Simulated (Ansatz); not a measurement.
Hf (Fd-3m, No. 227): the input geometry of a calculation; the starting structure was generated, so it need not be a known form of this composition.

```
CELL_PARAMETERS angstrom
6.55105 0.00000 0.00000
0.00000 6.55105 0.00000
0.00000 0.00000 6.55105
ATOMIC_POSITIONS crystal
Hf 0.75000 0.75000 0.75000
Hf 0.00000 0.50000 0.00000
Hf 0.75000 0.25000 0.25000
Hf 0.00000 0.00000 0.50000
Hf 0.25000 0.75000 0.25000
Hf 0.50000 0.50000 0.50000
Hf 0.25000 0.25000 0.75000
Hf 0.50000 0.00000 0.00000
```

What will a dark-field STEM-like image along [111] show? The image is simulated as a sum over atoms of Z^1.6, blurred by a 1.30 Å probe (no channelling). Shot noise was added.

The columns repeat on a hexagonal net with a repeat of 2.67 Å (plane group p6mm). All columns are alike (Hf). The shortest distance between visible columns is 2.67 Å in projection. Along the beam the structure repeats every 11.35 Å.

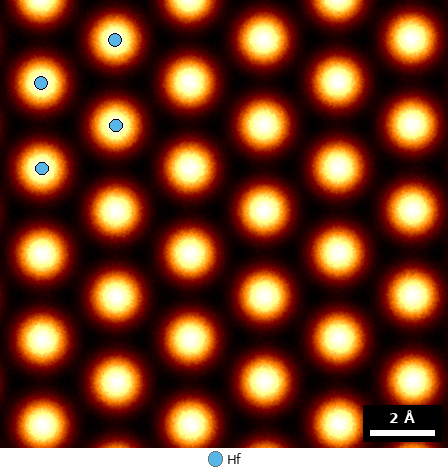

The simulated image, with the columns of the model marked in one corner.
